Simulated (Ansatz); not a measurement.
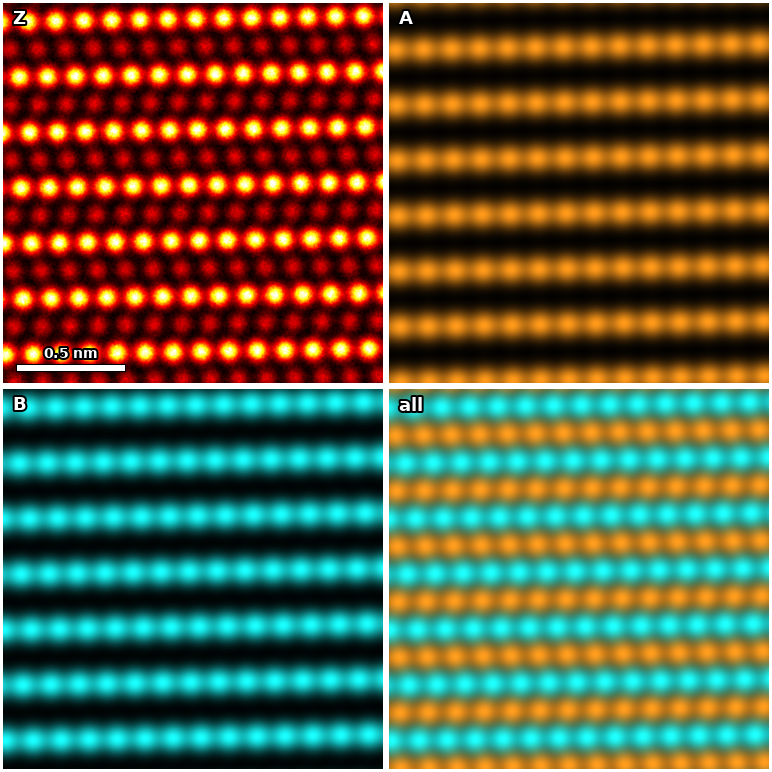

NiSb (P6_3/mmc, No. 194) along [310]. Panel Z: Simulation: incoherent imaging, intensity Z^1.6 per atom, probe width 0.82 Å, thin sample. The probe carries 15 % of its weight in a tail 2.5 times as wide. Shot noise was added. The other panels are simulated element maps (the number of atoms of one element along the beam, blurred by 1.1 Å; each on its own scale, no channelling); the last overlays them. Model: coordinates from a relaxation with Ansatz, DFT PBE, scalar-relativistic, plane waves, PAW.

```cif
data_structure
_symmetry_space_group_name_H-M 'P 1'
_symmetry_Int_Tables_number 1
_cell_length_a 3.9757
_cell_length_b 3.9757
_cell_length_c 5.1568
_cell_angle_alpha 90.000
_cell_angle_beta 90.000
_cell_angle_gamma 120.000
_cell_volume 70.59
loop_
_atom_site_label
_atom_site_type_symbol
_atom_site_fract_x
_atom_site_fract_y
_atom_site_fract_z
_atom_site_occupancy
Ni1 Ni 0.00000 0.00000 0.00000 1
Ni2 Ni 0.00000 0.00000 0.50000 1
Sb1 Sb 0.33333 0.66667 0.25000 1
Sb2 Sb 0.66667 0.33333 0.75000 1
```

> Which element does each lettered map show?

A: Ni, B: Sb. The projected cell (1.30 × 5.16 Å, 90°) holds 4 columns: 2 of Ni and 2 of Sb. No column is shared by two of the mapped elements.
